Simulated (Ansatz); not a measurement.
Geometry relaxation of Al6N (part 1 of 3)

Al6N (slab, 14 atoms in the cell), computed with DFT PBE, scalar-relativistic, plane waves, PAW, PAW set soft_1, no spin polarisation (Ansatz 0.2.0).

The structure derives from an entry of the Crystallography Open Database. The input holds or restrains some coordinates. Forces given for the steps count only the free coordinates. Figures and captions count atoms from 1; the log counts them from 0 in places.

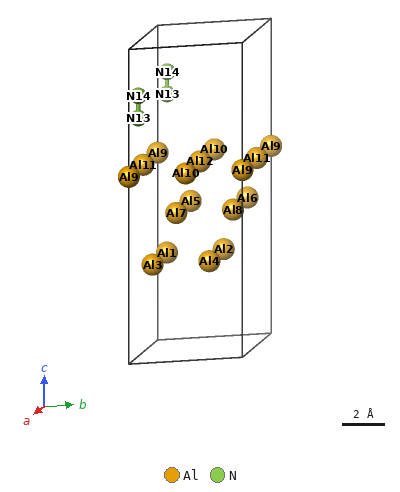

**Figure 1.** The structure as given in the input (ball-and-stick view of the cell of the calculation, with the vacuum cut short, seen slightly off an axis; atoms are numbered from 1 in the order of the input). An atom can appear more than once, as a periodic image.

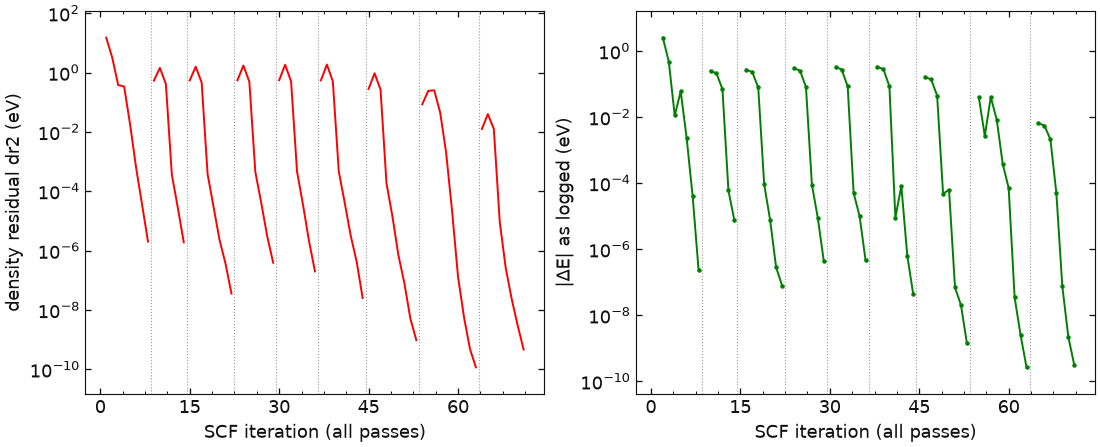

**Figure 2.** Convergence of the self-consistent field: density residual dr2 and size of the energy change against the SCF iteration. The dotted lines part the SCF passes of the relaxation: geometry steps, rejected trials and re-solves on a re-selected basis. The 9 passes take 6 to 10 iterations each, 71 in all.

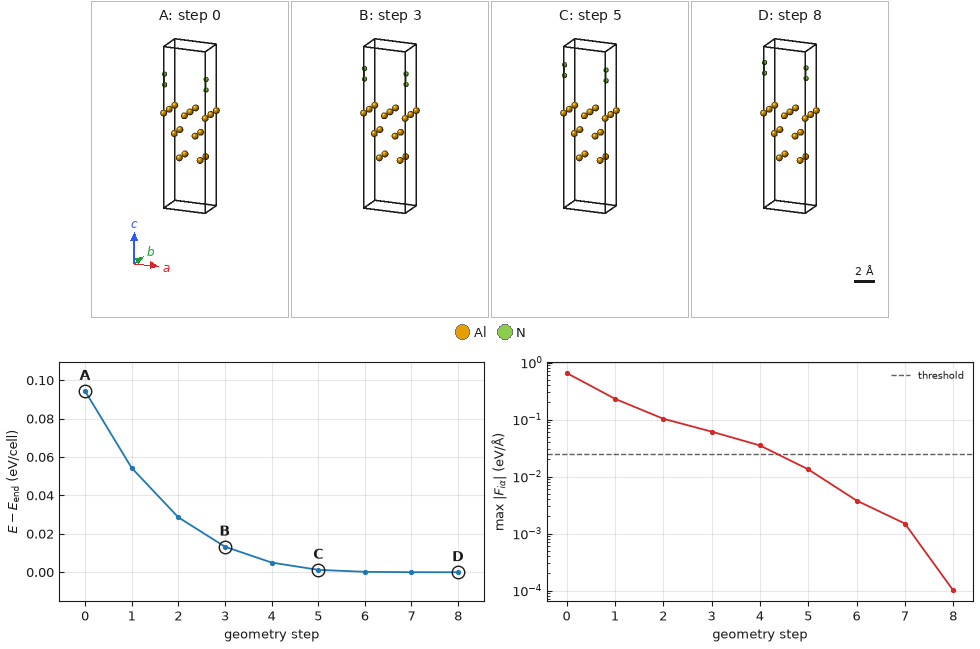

**Figure 3.** Frames of the restrained relaxation (ball-and-stick view of the cell of the calculation, with the vacuum cut short, seen slightly off an axis) above the curves, on which the letters mark them (the first geometry is step 0 here and step 1 in the log).

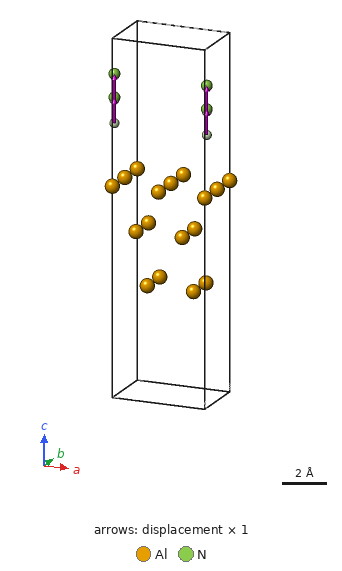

**Figure 4.** Start (faint) and end (solid) with the displacements as pink arrows, at true length (ball-and-stick view of the cell of the calculation, with the vacuum cut short, seen slightly off an axis). After 8 geometry steps the energy has fallen by 94.4 meV per cell of the calculation. The largest force component goes from 0.66 to 0.0001 eV/Å. The largest moves, 1.20 Å, are those of N13 and N14. Al stays in place. The cell doesn't change. (Atoms are counted from 1 in the order of the input.)

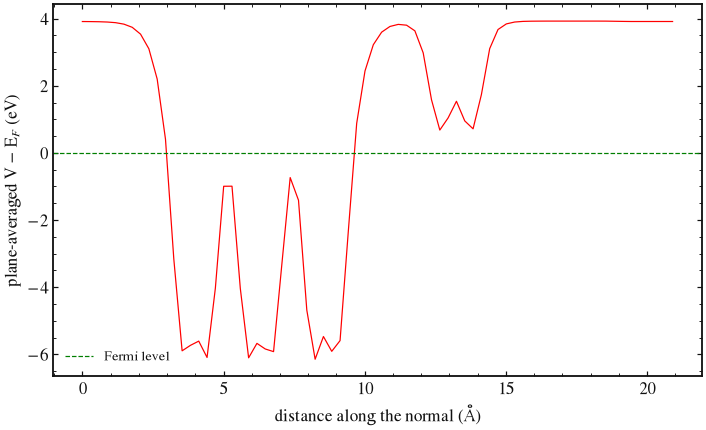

**Figure 5.** Plane average of the electrostatic potential energy of an electron across the cell, from the Fermi level. The vacuum level lies 3.93 eV above the Fermi level.

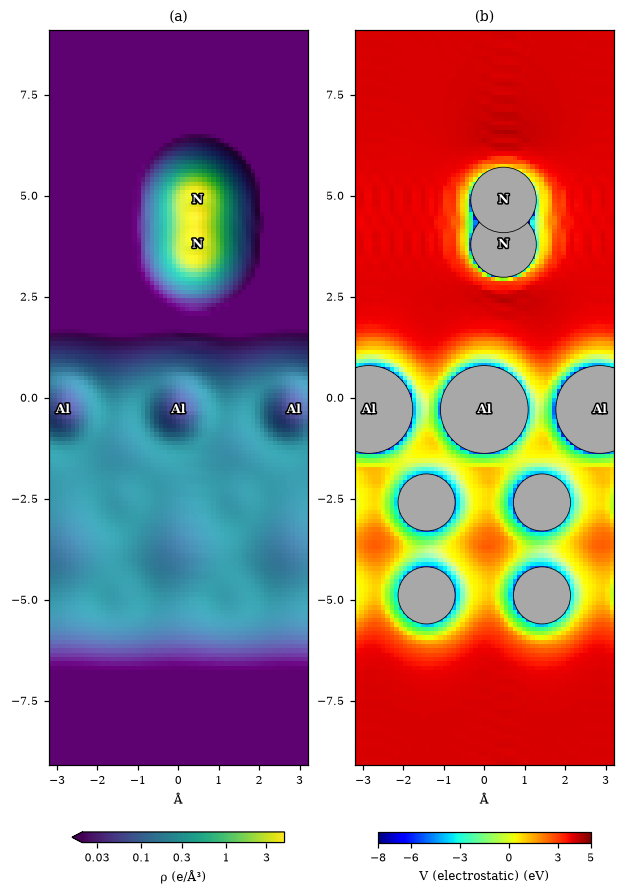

**Figure 6.** (a) valence charge density (pseudo); (b) electrostatic potential energy of an electron on the (100) plane of the calculation cell, a cut from vacuum to vacuum. Grey discs, where drawn, cover atomic cores. The section cuts through Al and N sites. N–N (1.10 Å): ρ is about 4.5 e/Å³ halfway. Al–Al (2.86 Å): ρ at the midpoint is about 0.21 e/Å³. The density dies away to nearly zero in the vacuum. The fields are those of the smooth PAW valence density.

The input and output of the run follow.

Input file
```yaml
crystal:
  lattice:
    - [5.7135165839, 0.0, 0.0]
    - [-2.8567582919, 4.9480505066, 0.0]
    - [0.0, 0.0, 21.2013781942]
  atoms:
    - { symbol: Al, position: [0.3333333333, 0.1666666667, 0.1886669802] }
    - { symbol: Al, position: [0.3333333333, 0.6666666667, 0.1886669802] }
    - { symbol: Al, position: [0.8333333333, 0.1666666667, 0.1886669802] }
    - { symbol: Al, position: [0.8333333333, 0.6666666667, 0.1886669802] }
    - { symbol: Al, position: [0.1666666667, 0.3333333333, 0.2971844467] }
    - { symbol: Al, position: [0.1666666667, 0.8333333333, 0.2971844467] }
    - { symbol: Al, position: [0.6666666667, 0.3333333333, 0.2971844467] }
    - { symbol: Al, position: [0.6666666667, 0.8333333333, 0.2971844467] }
    - { symbol: Al, position: [0.0, 0.0, 0.4056990124] }
    - { symbol: Al, position: [0.0, 0.5, 0.4056990124] }
    - { symbol: Al, position: [0.5, 0.0, 0.4056990124] }
    - { symbol: Al, position: [0.5, 0.5, 0.4056990124] }
    - { symbol: "N", position: [0.0, 0.0833333333, 0.5415392381] }
    - { symbol: "N", position: [0.0, 0.0833333333, 0.5934226577] }
basis:
  ecutwfc: 420
kpoints:
  mp_grid: { grid: [6, 6, 1] }
hamiltonian:
  xc: pbe
  pseudopotentials: { kind: paw, azcp: { folder: soft_1 } }
scf:
  occupations: { method: gaussian, width: 0.1 }
output:
  forces: true
  eigenvalues: true
  write_density: true
  write_potential: true
  elf: true
  volumetric_format: npy
relax:
  adjacent_minimum: "off"
  f_tol: 0.025
  max_steps: 16
  constraints:
    - { sites: [0, 1, 2, 3, 4, 5, 6, 7, 8, 9, 10, 11] }
    - { sites: [12, 13], fix: xy }
efield:
  axis: 3
  dipole_correction: true
  ramp_width: 0.04
```

Run as:
```bash
ansatz run input.yaml --threads 1 --pin off --max-ram 3072MiB --backend cpu --events-out ev --progress --plain --runs-dir out
```

Log
```
Engine: ansatz 0.2.0, x86_64-unknown-linux-gnu
Pseudopotentials: kind: paw
Pseudopotential: Al, paw, valence charge 3, recommended cutoff 420 eV (normal), [file]
Pseudopotential: N, paw, valence charge 5, recommended cutoff 420 eV (normal), [file]
Functional definition: PBE
  parameter kappa = 0.804
  parameter beta = 0.06672455060314922
  exchange = pbe_x(kappa = kappa, mu = beta*pi^2/3)
  correlation = pbe_c(beta = beta)
Crystal: 14 atoms, lattice volume = 599.379 Å³
Basis set: ecut = 420 eV, 11807 PW (Γ), exchange–correlation on 80×80×288 points (8 copies of the dense FFT grid, shifted against one another)
Bands: 37, of which v1, the nominal top of the filled ones, is band 23 counted from 1 (22 counted from 0)
Symmetry: 1 space group operations
Space group: P1 (ITA 1), of the structure as read, at distance tolerance 8.4e-5 Å
k-points: 20 of 36 (time reversal used)
Non-local potential: Al, projectors of the file, l = 0: 2, l = 1: 2, l = 2: 1
Non-local potential: N, projectors of the file, l = 0: 2, l = 1: 2, l = 2: 1
PAW form: soft (Blöchl's): semilocal exchange-correlation on the pseudo side does not see the compensation charge
PAW one-centre angular grid: Al, 110 points (default); XC on 64 Gauss nodes
PAW one-centre angular grid: N, 110 points (default); XC on 64 Gauss nodes
Initial wavefunctions: pseudopotential atomic-orbital guess
Functional: x = pbe(κ = 0.804, μ = 0.2195149727645171), c = pbe(β = 0.06672455060314922)
SCF iter   1: F=—  HF=-7218.256601 eV  |F-HF|=—  |Δ(HF+E_count)|=         —  Δρ=3.04e-2  dr2=1.50e1  ethr=3.10e-3  p=-0.000 e·Å  D=-2.04e-7 V/Å  ΔV_dip=0.00 eV  dr2_dipole=7.54e-3  V_vac-E_F(+/−)=6.44/6.44 eV  ⟨swp⟩=7.2  Hψ=4491  notcnv=0  defer=2
efield: sawtooth ramp at fractional position 0.8710 (placed from the atoms, in the widest stretch of the axis that holds none; the zero of the levels goes with the place), width 0.0400; the density the first Hamiltonian is built on has a dipole p = -0.000 e·Å; the dipole correction subtracts the counter field D = -2.04e-7 V/Å, which shifts the + side's vacuum level by +0.00 eV against the − side's; the planar-averaged density in the ramp window peaks in size at 1.8e-5 e/Å³
preconditioner: auto → LDOS  [metal: Δε(μ)=0.085 eV  Ē_g=7.032 eV  σ=0.100 eV  W_gap=0.43  n_scr=66 (ndim 8)  ℏωp=10.1 eV  f_vac=0.462  D(μ)=6.09/eV (n_scr^D=26)  β→1.0]
SCF iter   2: F=—  HF=-7215.710804 eV  |F-HF|=—  |Δ(HF+E_count)|=    2.55e0  Δρ=1.59e-2  dr2=3.21e0  ethr=3.10e-3  p=0.077 e·Å  D=2.32e-2 V/Å  ΔV_dip=-0.49 eV  dr2_dipole=8.48e-4  V_vac-E_F(+/−)=2.93/3.42 eV  ⟨swp⟩=4.9  Hψ=2191  notcnv=0  defer=106
SCF iter   3: F=—  HF=-7215.233110 eV  |F-HF|=—  |Δ(HF+E_count)|=   4.78e-1  Δρ=6.26e-3  dr2=3.80e-1  ethr=3.10e-3  p=-0.033 e·Å  D=-1.00e-2 V/Å  ΔV_dip=0.21 eV  dr2_dipole=8.35e-3  V_vac-E_F(+/−)=4.43/4.22 eV  ⟨swp⟩=3.7  Hψ=1586  notcnv=0  defer=109
SCF iter   4: F=—  HF=-7215.221913 eV  |F-HF|=—  |Δ(HF+E_count)|=   1.12e-2  Δρ=6.91e-3  dr2=3.37e-1  ethr=8.26e-4  p=0.034 e·Å  D=1.02e-2 V/Å  ΔV_dip=-0.22 eV  dr2_dipole=3.96e-3  V_vac-E_F(+/−)=3.84/4.06 eV  ⟨swp⟩=3.4  Hψ=1441  notcnv=0  defer=105
SCF iter   5: F=—  HF=-7215.161250 eV  |F-HF|=—  |Δ(HF+E_count)|=   6.07e-2  Δρ=1.59e-3  dr2=1.79e-2  ethr=7.33e-4  p=0.014 e·Å  D=4.12e-3 V/Å  ΔV_dip=-0.09 eV  dr2_dipole=1.77e-4  V_vac-E_F(+/−)=3.90/3.99 eV  ⟨swp⟩=2.0  Hψ=1388  notcnv=0  defer=103
SCF iter   6: F=—  HF=-7215.158985 eV  |F-HF|=—  |Δ(HF+E_count)|=   2.27e-3  Δρ=2.82e-4  dr2=6.32e-4  ethr=3.90e-5  p=0.010 e·Å  D=3.11e-3 V/Å  ΔV_dip=-0.07 eV  dr2_dipole=5.19e-7  V_vac-E_F(+/−)=3.89/3.95 eV  ⟨swp⟩=2.0  Hψ=808  notcnv=0  defer=103
SCF iter   7: F=—  HF=-7215.159026 eV  |F-HF|=—  |Δ(HF+E_count)|=   4.05e-5  Δρ=4.61e-5  dr2=3.62e-5  ethr=1.37e-6  p=0.009 e·Å  D=2.79e-3 V/Å  ΔV_dip=-0.06 eV  dr2_dipole=1.94e-7  V_vac-E_F(+/−)=3.88/3.94 eV  ⟨swp⟩=2.0  Hψ=1138  notcnv=0  defer=103
SCF iter   8: F=-7215.159025 eV  HF=-7215.159026 eV  |F-HF|=4.97e-7  |Δ(HF+E_count)|=   2.28e-7  Δρ=1.25e-5  dr2=2.01e-6  ethr=3.40e-8  p=0.009 e·Å  D=2.83e-3 V/Å  ΔV_dip=-0.06 eV  dr2_dipole=1.75e-8  V_vac-E_F(+/−)=3.88/3.94 eV  ⟨swp⟩=37.9  Hψ=9405  notcnv=0
SCF 1 converged in 8 iterations: F = -7215.159025 eV  dr2 = 2.01e-6
  greatest PAW one-centre occupation: 0.859 electrons in one spin orbital (limit 2), on the N atom at site 13 (counted from 0), in its partial waves of l = 0
relax step   1: F+E_penalty+E_count = -7215.15902541 eV  Δ(F+E_penalty+E_count) = +0.000e0 eV  max|allowed force component| = 6.574e-1 eV/Å  Δτ_max = 0.0000 Å  (8 SCF iters, dr2 threshold 1.56e-5 eV, accepted)
Initial density: handed on by an earlier stage of this run
Initial wavefunctions: those handed on with the density
iter 1 solved again at ethr=1.14e-3 eV; its pass at ethr=3.10e-3 eV (dr2=5.26e-1 eV) is discarded
```
